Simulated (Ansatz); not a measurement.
Ga9As10 (slab)

Input file:

```
crystal:
  lattice:
    - [5.6582750428, 0.0, 0.0]
    - [-2.8291375214, 6.3261438155, 0.0]
    - [0.0, 0.0, 26.387058868]
  atoms:
    - { symbol: As, position: [0.1, 0.7, 0.2842302372] }
    - { symbol: Ga, position: [0.7, 0.4, 0.3082046553] }
    - { symbol: As, position: [0.8, 0.1, 0.3321790733] }
    - { symbol: Ga, position: [0.4, 0.8, 0.3561534914] }
    - { symbol: As, position: [0.5, 0.5, 0.3801279095] }
    - { symbol: Ga, position: [0.1, 0.2, 0.4041023276] }
    - { symbol: As, position: [0.2, 0.9, 0.4280767457] }
    - { symbol: Ga, position: [0.8, 0.6, 0.4520511638] }
    - { symbol: As, position: [0.9, 0.3, 0.4760255819] }
    - { symbol: Ga, position: [0.5, 0.0, 0.5] }
    - { symbol: As, position: [0.6, 0.7, 0.5239744181] }
    - { symbol: Ga, position: [0.2, 0.4, 0.5479488362] }
    - { symbol: As, position: [0.3, 0.1, 0.5719232543] }
    - { symbol: Ga, position: [0.9, 0.8, 0.5958976724] }
    - { symbol: As, position: [0.0, 0.5, 0.6198720905] }
    - { symbol: Ga, position: [0.6, 0.2, 0.6438465086] }
    - { symbol: As, position: [0.7, 0.9, 0.6678209267] }
    - { symbol: Ga, position: [0.3, 0.6, 0.6917953447] }
    - { symbol: As, position: [0.4, 0.3, 0.7157697628] }
basis:
  ecutwfc: 420
kpoints:
  mp_grid: { grid: [7, 6, 1] }
hamiltonian:
  xc: pbesol
scf:
  occupations: { method: gaussian, width: 0.05 }
output:
  forces: true
  stress: true
  eigenvalues: true
  write_density: true
  write_potential: true
  elf: true
  volumetric_format: npy
efield:
  axis: 3
  dipole_correction: true
  ramp_width: 0.04
```

Command:

```sh
ansatz run input.yaml --threads 4 --pin off --max-ram 10240MiB --backend cpu --events-out ev --progress --plain --runs-dir out
```

Not relaxed (largest force 1.6 eV/Å); computed without spin polarisation.

All numbers below come from DFT PBEsol, scalar-relativistic, plane waves, PAW (Ansatz 0.2.0).

The density is the valence pseudo-density of a PAW calculation; it isn't the true density close to the nuclei.

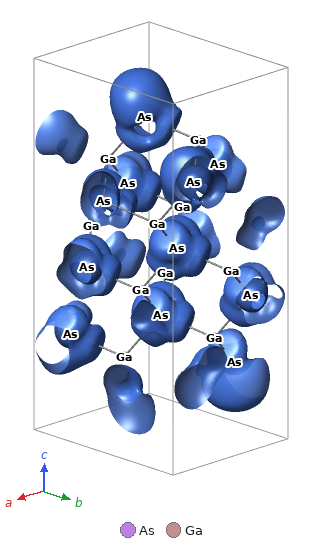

Figure 1. Isosurface of the ELF at 0.6 (blue), seen at an oblique angle. Core shells and regions of very low density are left out. Sticks mark near contacts.

> What do the ELF domains correspond to?

The ELF exceeds this value in ten regions on As in which the atom's valence shell and bonds are merged, counted in one cell of 19 atoms. Counts are for one cell; the picture repeats the cell along the surface. Along the contacts the grid gives the following. Ga–As (2.45 Å): the ELF peaks at about 0.75 between the atoms.

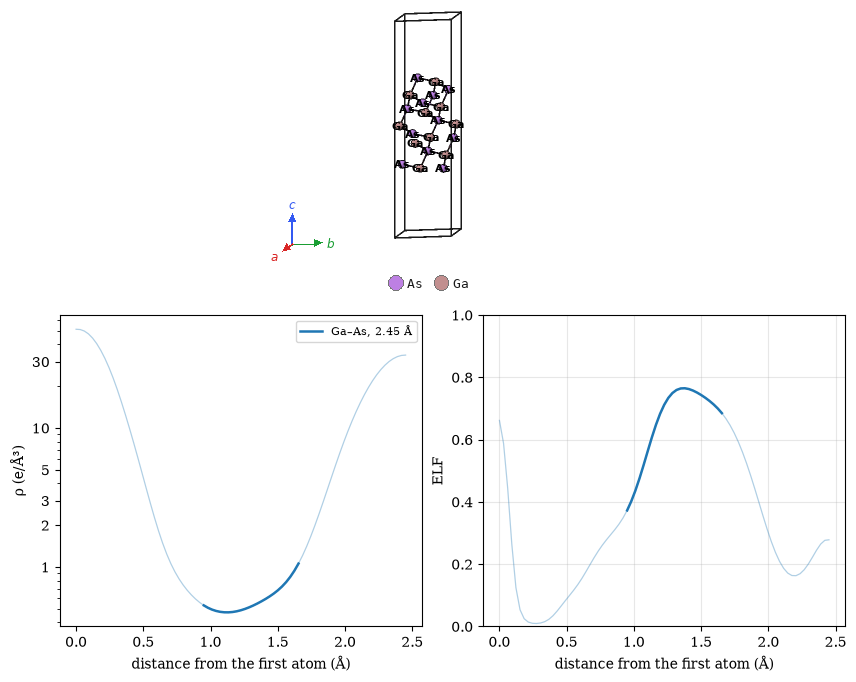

Figure 2. Valence electron density and electron localisation function along straight lines between neighbouring atoms. Thin, pale parts lie inside the atomic spheres. The structure is drawn too.

> What can be read from the curves?

Ga–As (2.45 Å): the density is about 0.49 e/Å³ at the midpoint; the ELF peaks at about 0.75 between the atoms.

> Does the calculation give a band gap?

It is gapless in this calculation (a metal or semimetal).
